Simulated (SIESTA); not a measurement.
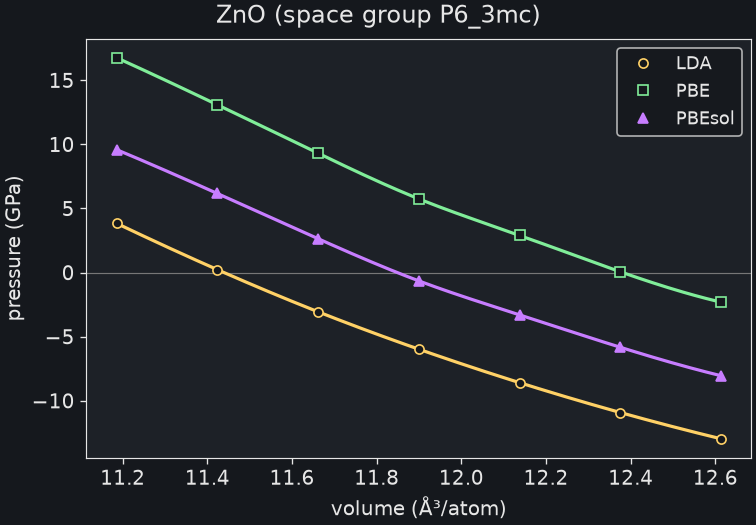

The picture above shows the pressure against volume, with one curve for each functional, for ZnO (space group P6_3mc).

Method: DFT in numerical atomic orbitals with pseudopotentials, no spin polarisation; energies at scaled volumes of the given cell, shape and fractions fixed, counted from the fit's minimum, third-order Birch-Murnaghan fit (SIESTA 5.4.2). All runs: no spin polarisation.

```tsv
setting	value
k mesh	9×9×5
occupations	Fermi–Dirac
smearing width	0.05 eV
potentials	PseudoDojo 0.4 standard, converted to PSML, two zetas on semicore shells
```

Q: Order the curves by fitted equilibrium volume, smallest first.

A: LDA 11.438, PBEsol 11.856, PBE 12.382 Å³/atom.

Q: Order the curves by fitted bulk modulus, smallest first.

A: PBE 136.1, PBEsol 150.2, LDA 165.1 GPa.

Q: For LDA: read off the course of the pressure.

A: It falls from 3.84 GPa at volume 11.19 Å³/atom to −12.97 GPa at 12.61 Å³/atom, and changes sign near 11.44 Å³/atom.

Q: For PBE: what does the pressure do across the range?

A: It falls from 16.76 GPa at volume 11.19 Å³/atom to −2.31 GPa at 12.61 Å³/atom, and changes sign near 12.38 Å³/atom.

Q: For PBEsol: read off the course of the pressure.

A: It falls from 9.59 GPa at volume 11.19 Å³/atom to −8.05 GPa at 12.61 Å³/atom, and changes sign near 11.85 Å³/atom.

Keep in mind: mulliken charges of long orbitals; short basis over semicore shells; valence orbitals made in semicore potential; shape and atomic fractions are frozen while scaling, which makes layered, chain and framework solids too stiff.
